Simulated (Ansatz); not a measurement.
```
Si O
1.0
    -5.08327   -5.08327    0.00000
    -5.08327    5.08327    0.00000
     5.08327    0.00000   -7.09890
Si O
7 16
Direct
  0.01633 0.75062 0.50039
  0.61782 0.87884 0.27435
  0.13890 0.33928 0.26050
  0.84392 0.62220 0.72636
  0.37823 0.16220 0.74013
  0.22247 0.51095 0.00557
  0.71719 0.99048 0.99502
  0.48365 0.25065 0.63824
  0.97461 0.75012 0.67054
  0.94583 0.14058 0.14326
  0.39135 0.72537 0.17223
  0.34543 0.24995 0.36242
  0.80338 0.75016 0.33061
  0.00608 0.56013 0.88335
  0.56473 0.11346 0.89319
  0.30318 0.36188 0.85712
  0.71991 0.77661 0.82821
  0.69464 0.42230 0.51342
  0.19000 0.95953 0.58987
  0.62425 0.94032 0.11752
  0.17346 0.38720 0.10750
  0.68189 0.07944 0.48709
  0.10148 0.54270 0.41047
```

Spin-polarised.

The calculation used DFT PBE, scalar-relativistic, plane waves, PAW (Ansatz 0.2.0).

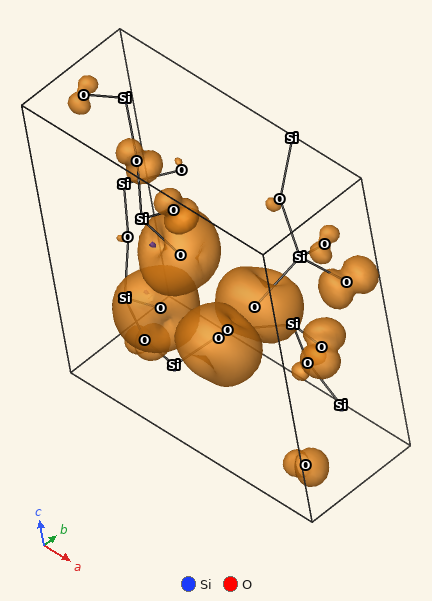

Si₇O₁₆ (cell with a defect). Isosurfaces of the spin density at +0.02 (orange) and −0.02 e/Å³ (purple), seen slightly off an axis. Sticks mark near contacts.

> Describe the spin distribution.

The spin density sits on O: +0.7 μB (×4) in one cell of 23 atoms, with smaller moments on other sites: O (up to +0.06 μB): parallel main moments (a ferromagnetic arrangement) in this solution. The cell of the calculation (23 atoms) carries 4.0 μB of net spin moment.
